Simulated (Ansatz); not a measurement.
**Geometry relaxation, with input and output: C**

C (R-3m, 2 atoms in the cell), computed with DFT PBE, scalar-relativistic, plane waves, PAW, PAW set soft_1, no spin polarisation (Ansatz 0.2.0).

The structure derives from an entry of the Crystallography Open Database. Figures and captions count atoms from 1; the log counts them from 0 in places.

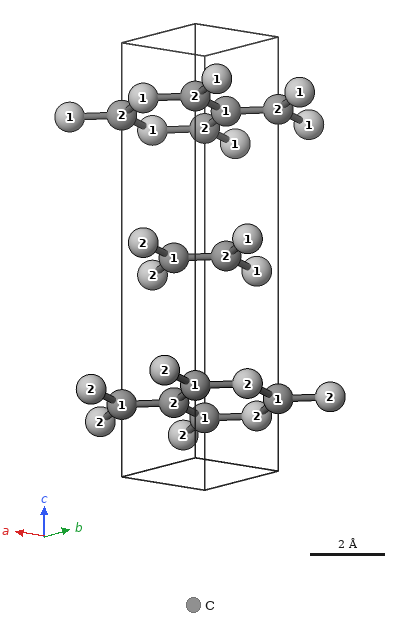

Fig. 1: The structure as given in the input (ball-and-stick view of the cell 3 times as large as that of the calculation, set on its symmetry axes, seen at an oblique angle; neighbours outside the cell are drawn fainter; atoms are numbered from 1 in the order of the input).

Summary:

- outcome: converged
- space group (tolerance 0.01 Å): R-3m (166)
- electrons treated: 8
- free energy: −501.8868 eV
- Fermi energy: 4.722 eV
- gap on the k-point mesh: 0.14 eV
- pressure: 0.01 GPa
- final volume: 22.20 Å³
- largest force (length of the vector) at the end: under 0.001 eV/Å
- final cell: a = 4.448 Å, b = 4.448 Å, c = 4.448 Å, α = 32.20°, β = 32.20°, γ = 32.20°
- hardware: 4 threads of Arm Neoverse V2, 24 GiB of memory available, shared host
- wall time: 5.1 s (CPU time 18 s)
- peak memory: 0.41 GiB

Input:
```yaml
crystal:
  lattice:
    - [1.2332564911, 0.7120209671, 4.2136690793]
    - [-1.2332564911, 0.7120209671, 4.2136690793]
    - [0.0, -1.4240419343, 4.2136690793]
  atoms:
    - { symbol: C, position: [0.1666601572, 0.1666601572, 0.1666601572] }
    - { symbol: C, position: [0.8333398428, 0.8333398428, 0.8333398428] }
basis:
  ecutwfc: 420
kpoints:
  mp_grid: { grid: [18, 18, 18] }
hamiltonian:
  xc: pbe
  pseudopotentials: { kind: paw, azcp: { folder: soft_1 } }
scf:
  occupations: { method: gaussian, width: 0.01 }
output:
  forces: true
  stress: true
  eigenvalues: true
  write_density: true
  write_potential: true
  elf: true
  volumetric_format: npy
relax:
  adjacent_minimum: "off"
  f_tol: 0.005
  max_steps: 80
  cell: { stress_tol: 0.05 }
```

Command:
```bash
ansatz run input.yaml --threads 4 --pin off --max-ram 12288MiB --backend cpu --events-out ev --progress --plain --runs-dir out
```

The program's output:
```
basis.fft_grid_basis auto: the FFT boxes are laid along the combinations [[1, -1, 0], [0, 1, 0], [0, -1, 1]] of the cell's own vectors, 2.467, 4.448 and 2.467 Å long. The dense box has 18×30×18 points. Along the cell's own vectors, as sized, it would have 30×30×30, 2.78 times as many. Of the 12 symmetry operations that the crystal satisfies within crystal.symmetry.tolerance (time reversal apart; of a slab, those that keep its plane) the dense box along the cell's own vectors carries 12, and the one as laid loses 8 of those. basis.fft_grid_basis: typed keeps the cell's own vectors: state it where this run's energies or levels are differenced outside the engine with another run's, or held beside a run that keeps those vectors. Those combinations have planes normal to reciprocal vector 3, as the cell's own vectors have. Each planar average written beside output.write_density, output.write_potential has a row for each plane of the box: 18. The volumetric files lie along those combinations, not along the cell's own vectors: a cube or XSF file states them, and fields.json those of NumPy files.
Engine: ansatz 0.2.0, aarch64-unknown-linux-gnu
Pseudopotentials: kind: paw
Pseudopotential: C, paw, valence charge 4, recommended cutoff 420 eV (normal), [file]
Functional definition: PBE
  parameter kappa = 0.804
  parameter beta = 0.06672455060314922
  exchange = pbe_x(kappa = kappa, mu = beta*pi^2/3)
  correlation = pbe_c(beta = beta)
Crystal: 2 atoms, lattice volume = 22.200 Å³
Basis set: ecut = 420 eV, 429 PW (Γ), FFT grids on a1−a2, a2, −a2+a3, exchange–correlation on 36×60×36 points (8 copies of the dense FFT grid, shifted against one another)
Bands: 8, of which v1, the nominal top of the filled ones, is band 4 counted from 1 (3 counted from 0)
Symmetry: 12 space group operations
Space group: R-3m (ITA 166), of the structure as read, at distance tolerance 2.8e-5 Å
k-points: 580 of 5832
Non-local potential: C, projectors of the file, l = 0: 2, l = 1: 2, l = 2: 1
PAW form: soft (Blöchl's): semilocal exchange-correlation on the pseudo side does not see the compensation charge
PAW one-centre angular grid: C, 110 points (default); XC on 64 Gauss nodes
Initial density: superposition of atomic densities (chi_scale 0.1, normalization cell)
Initial wavefunctions: pseudopotential atomic-orbital guess
Functional: x = pbe(κ = 0.804, μ = 0.2195149727645171), c = pbe(β = 0.06672455060314922)
SCF iter   1: F=—  HF=-503.019402 eV  |F-HF|=—  |Δ(HF+E_count)|=         —  Δρ=1.14e-1  dr2=2.62e0  ethr=3.10e-3  ⟨swp⟩=5.0  Hψ=33481  notcnv=0
preconditioner: auto → none  [insulator: Δε(μ)=0.091 eV  Ē_g=18.925 eV  σ=0.010 eV  W_gap=1.00  n_scr=2 (ndim 8)  ℏωp=22.3 eV  f_vac=0.121  D(μ)=0.00/eV (n_scr^D=0)  ε∞_Penn≈2.4]
SCF iter   2: F=—  HF=-501.948937 eV  |F-HF|=—  |Δ(HF+E_count)|=    1.07e0  Δρ=4.09e-2  dr2=2.19e-1  ethr=3.10e-3  ⟨swp⟩=2.3  Hψ=13997  notcnv=0
SCF iter   3: F=—  HF=-501.885801 eV  |F-HF|=—  |Δ(HF+E_count)|=   6.31e-2  Δρ=8.15e-3  dr2=4.68e-3  ethr=2.73e-3  ⟨swp⟩=2.7  Hψ=11181  notcnv=0
SCF iter   4: F=—  HF=-501.886737 eV  |F-HF|=—  |Δ(HF+E_count)|=   9.36e-4  Δρ=2.13e-4  dr2=7.02e-6  ethr=5.85e-5  ⟨swp⟩=2.5  Hψ=9338  notcnv=0
SCF iter   5: F=—  HF=-501.886755 eV  |F-HF|=—  |Δ(HF+E_count)|=   1.75e-5  Δρ=8.37e-5  dr2=5.22e-7  ethr=1.25e-9  ⟨swp⟩=11.7  Hψ=37434  notcnv=0
SCF iter   6: F=-501.886755 eV  HF=-501.886755 eV  |F-HF|=2.58e-9  |Δ(HF+E_count)|=   4.72e-7  Δρ=8.78e-6  dr2=8.51e-9  ethr=1.25e-9  ⟨swp⟩=9.4  Hψ=32398  notcnv=0
SCF 1 converged in 6 iterations: F = -501.886755 eV  dr2 = 8.51e-9
  greatest PAW one-centre occupation: 0.673 electrons in one spin orbital (limit 2), on the C atom at site 1 (counted from 0), in its partial waves of l = 0
relax step   1: F+E_penalty+E_count = -501.88675504 eV  Δ(F+E_penalty+E_count) = +0.000e0 eV  max|allowed force component| = 1.273e-4 eV/Å  Δτ_max = 0.0000 Å  P = +0.008 GPa  Ω = 22.200 Å³  (6 SCF iters, dr2 threshold 1.00e-7 eV, accepted)
Initial density: handed on by an earlier stage of this run
Initial wavefunctions: pseudopotential atomic-orbital guess (no wavefunctions were taken with the density)
iter 1 solved again at ethr=8.97e-8 eV; its pass at ethr=3.10e-3 eV (dr2=7.18e-6 eV) is discarded
SCF iter   1: F=—  HF=-501.886740 eV  |F-HF|=—  |Δ(HF+E_count)|=         —  Δρ=8.80e-6  dr2=8.69e-9  ethr=8.97e-8  ⟨swp⟩=3.1  Hψ=47750  notcnv=0
preconditioner: auto → none  [insulator: Δε(μ)=0.144 eV  Ē_g=17.888 eV  σ=0.010 eV  W_gap=1.00  n_scr=2 (ndim 8)  ℏωp=22.3 eV  f_vac=0.229  D(μ)=0.00/eV (n_scr^D=0)  ε∞_Penn≈2.6]
SCF iter   2: F=—  HF=-501.886755 eV  |F-HF|=—  |Δ(HF+E_count)|=   1.51e-5  Δρ=3.77e-6  dr2=1.45e-9  ethr=1.09e-10  ⟨swp⟩=3.0  Hψ=9177  notcnv=0
SCF iter   3: F=—  HF=-501.886755 eV  |F-HF|=—  |Δ(HF+E_count)|=  7.55e-10  Δρ=7.17e-7  dr2=4.63e-11  ethr=1.81e-11  ⟨swp⟩=2.0  Hψ=5684  notcnv=0
SCF iter   4: F=-501.886755 eV  HF=-501.886755 eV  |F-HF|=6.71e-12  |Δ(HF+E_count)|=  1.40e-11  Δρ=8.65e-8  dr2=7.17e-13  ethr=1.00e-12  ⟨swp⟩=5.9  Hψ=17359  notcnv=0
SCF 2 converged in 4 iterations: F = -501.886755 eV  dr2 = 7.17e-13
relax step   2: F+E_penalty+E_count = -501.88675504 eV  Δ(F+E_penalty+E_count) = -1.081e-9 eV  max|allowed force component| = 1.236e-4 eV/Å  Δτ_max = 0.0000 Å  P = +0.009 GPa  Ω = 22.200 Å³  stress off target by 3.93e-2 GPa  SCF on the basis re-selected at this cell (its energy is not comparable with the rows above)  (4 SCF iters)
```

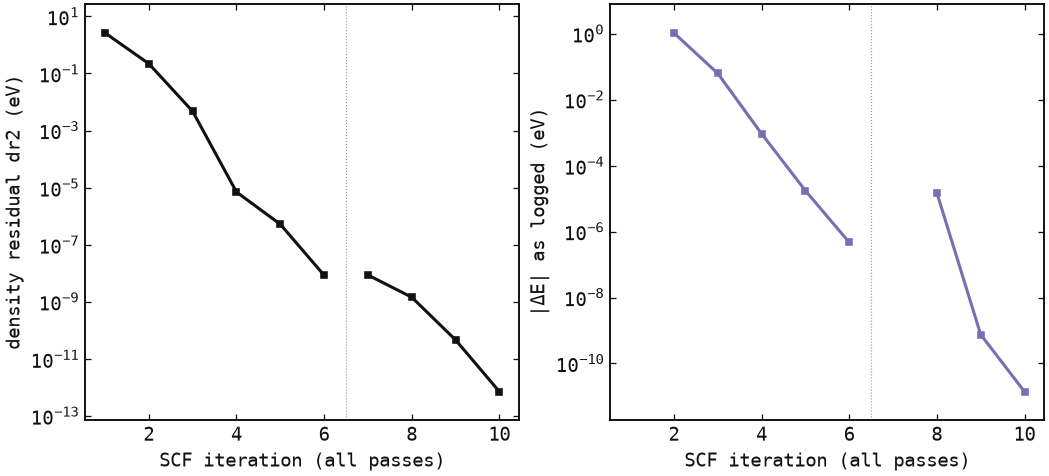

Fig. 2: Convergence of the self-consistent field: density residual dr2 and size of the energy change against the SCF iteration. The dotted lines part the SCF passes of the relaxation: geometry steps, rejected trials and re-solves on a re-selected basis. The passes take 6 and 4 iterations.

```
basis re-selected at this cell: Δ(F+E_penalty+E_count) = -1.081e-9 eV, ΔP = +0.001 GPa vs the last step (what re-selecting the basis moved, of the pressure what is left beyond the Pulay correction that the steps carried, after the strain that the cell walked since its last selection, with what the two solves' SCF thresholds leave and, on support functions, any second-order correction that the steps lacked; it is no measure of the basis error at this ecutwfc). This SCF's stress stands 3.93e-2 GPa from its target on what of the cell is left free (relax.cell.stress_tol is 5.00e-2 GPa) and its largest allowed force component is 1.24e-4 eV/Å (relax.f_tol is 5.00e-3 eV/Å): within both
SCF converged after 4 iterations
Free energy (F): -501.886755 eV
Harris-Foulkes:  -501.886755 eV  (|F-HF|=6.71e-12)
Internal energy: -501.886755 eV  (E = F + TS)
E sigma→0 (E₀):  -501.886755 eV
Fermi energy:    4.721910 eV
--- Per-component energies (eV) ---
  E_band       = -35.393279
  E_kinetic    = 176.852548
  E_local      = -431.813534  (includes V_loc(G=0)·N_el)
  E_nonlocal   = 46.853626
  E_hartree    = 151.968386
  E_xc         = -93.848350
  E_vxc        = -115.552494  (∫ρ·V_xc dr)
  E_paw        = -200.186461  (= ΣΔE_a)
  E_vpaw       = -15.670224  (= ΣTr[D̂ρ^β])
  E_aug_tail   = 0.000033  (compensation charges beyond the density's cutoff)
  E_ewald      = -151.713003
  E_smearing   = -0.000000  (= −TS)
  E_closure    = 0.000000  (closes the sum)
  Σ components = -501.886755   (vs F -501.886755, Δ=0.00e0)
--- Forces (eV/Å), atoms counted from 1 ---
  atom   1  C     -0.00000000    -0.00000000     0.00012359
  atom   2  C      0.00000000     0.00000000    -0.00012359
  max |Σ_I F_I| component: 2.71e-20 eV/Å
--- Stress (GPa, compression-positive) ---
       -0.006421       0.000000       0.000000
        0.000000      -0.006421      -0.000000
        0.000000      -0.000000       0.039268
  P = ⅓ Tr σ = 0.0088 GPa (0.088 kbar)
--- Band table (eV; the first three rows and the last of 580) ---
  k-point 0: bands = ["-14.8171", "-2.6281", "1.6805", "1.6805", "7.8407", "13.0515", "13.0515", "16.1013"]
  k-point 1: bands = ["-14.7441", "-2.5438", "1.3827", "1.5242", "7.9433", "13.0909", "13.3650", "15.8471"]
  k-point 2: bands = ["-14.5252", "-2.2919", "0.5646", "1.1085", "8.2512", "13.1329", "14.2488", "15.1249"]
  k-point 579: bands = ["-14.7769", "-3.1491", "1.6798", "1.6798", "11.2492", "13.0455", "13.0455", "15.4288"]
--- Relaxed structure (1 steps of the walk, 1 accepted, 1 SCFs on fresh bases) ---
  F+E_penalty+E_count = -501.88675504 eV   max|allowed force component| = 1.236e-4 eV/Å   (the final SCF, on the basis selected at the relaxed cell)
  cell:  # Å, volume = 22.2003 Å³
    - [1.2332564911146318, 0.7120209671082189, 4.213669079302816]
    - [-1.2332564911146318, 0.7120209671082189, 4.213669079302816]
    - [0.0, -1.4240419342664379, 4.213669079294367]
  atoms:
    - { symbol: C, position: [0.1666601572, 0.1666601572, 0.16666015719999996] }
    - { symbol: C, position: [0.8333398428000001, 0.8333398428000001, 0.8333398428] }
```

Trajectory as extended XYZ (Å, eV, eV/Å), 2 frames, from step=1 to step=2:
```
2
Lattice="1.2333 0.7120 4.2137 -1.2333 0.7120 4.2137 0.0000 -1.4240 4.2137" Properties=species:S:1:pos:R:3:forces:R:3 step=1 energy=-501.88675 pressure_GPa=0.01
C     0.0000    0.0000    2.1068    0.0000   0.0000   0.0001
C     0.0000    0.0000   10.5343    0.0000   0.0000  -0.0001
2
Lattice="1.2333 0.7120 4.2137 -1.2333 0.7120 4.2137 0.0000 -1.4240 4.2137" Properties=species:S:1:pos:R:3:forces:R:3 step=2 energy=-501.88675 pressure_GPa=0.01
C     0.0000    0.0000    2.1068    0.0000   0.0000   0.0001
C     0.0000    0.0000   10.5343    0.0000   0.0000  -0.0001
```

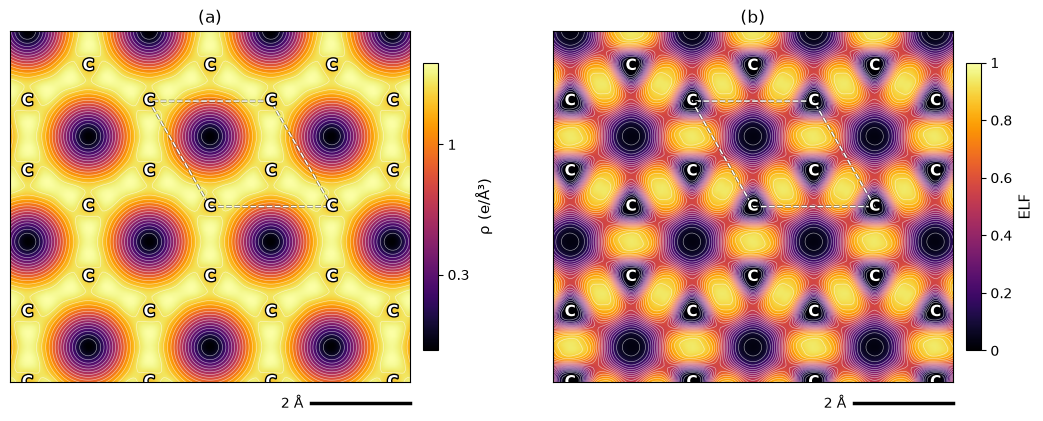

Fig. 3: (a) valence charge density (pseudo); (b) electron localisation function on the (001) plane of the conventional cell. The section cuts through C sites. Away from the nuclei the density in this plane falls to 0.15 e/Å³ at its lowest. In a PAW calculation such maps are meaningful between the atoms, not at the nuclei.

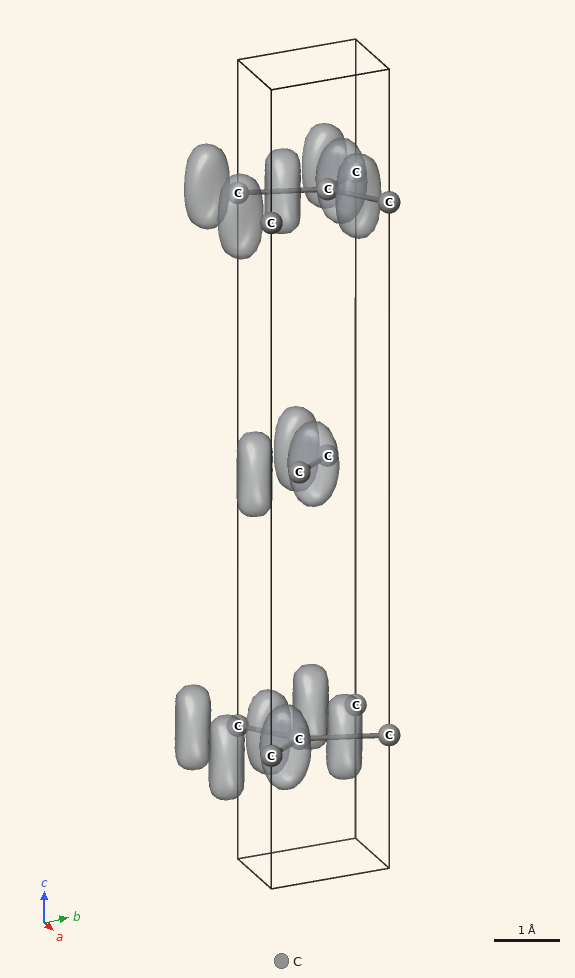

Fig. 4: Isosurface of the electron localisation function at 0.8 (grey), seen slightly off an axis. Only the valence region is drawn (cores and ρ < 0.01 e/Å³ removed). Sticks mark near contacts. The outline is the cell set on symmetry axes. Values along the shortest contacts:

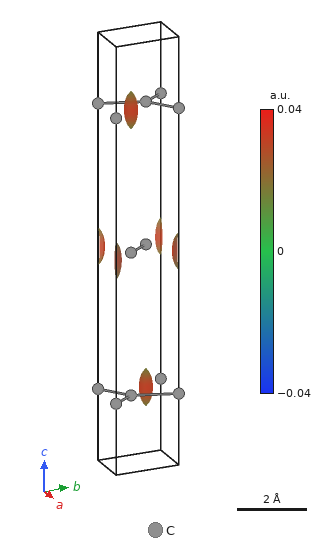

Fig. 5: Non-covalent interaction (NCI) plot: the surface where the reduced density gradient is 0.5, for densities under 0.05 a.u., coloured by sign(λ₂)ρ; seen slightly off an axis. The outline is the cell set on symmetry axes.
